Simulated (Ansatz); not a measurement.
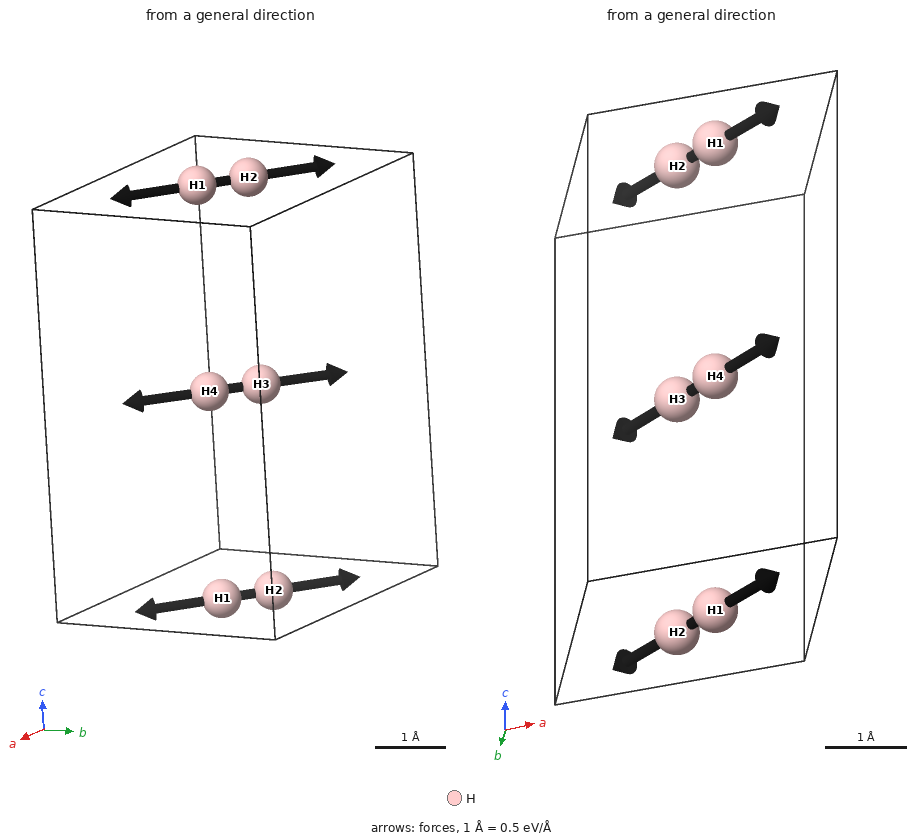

Spheres-only representation of a periodic structure, projected from two general directions. The simulation cell is drawn as a box. The arrows are the computed forces on the atoms.

System: H. All computed values are from DFT r2SCAN, scalar-relativistic, plane waves, PAW in Ansatz. Settings: 500 eV cutoff, an 8×8×4 sampling of the Brillouin zone, Gaussian smearing of 0.02 eV, no spin polarisation.

Q: Could this be the end point of a relaxation?

A: No. The atoms still feel forces of up to about 0.9 eV/Å, far above a usual threshold of 0.01 to 0.03 eV/Å.

Q: Name the atom under the greatest force.

A: All H atoms, about 0.9 eV/Å.

Starting structure: a structure listed in the Materials Project. The cell was then strained or its atoms displaced on purpose. It was the input of a calculation with Ansatz.
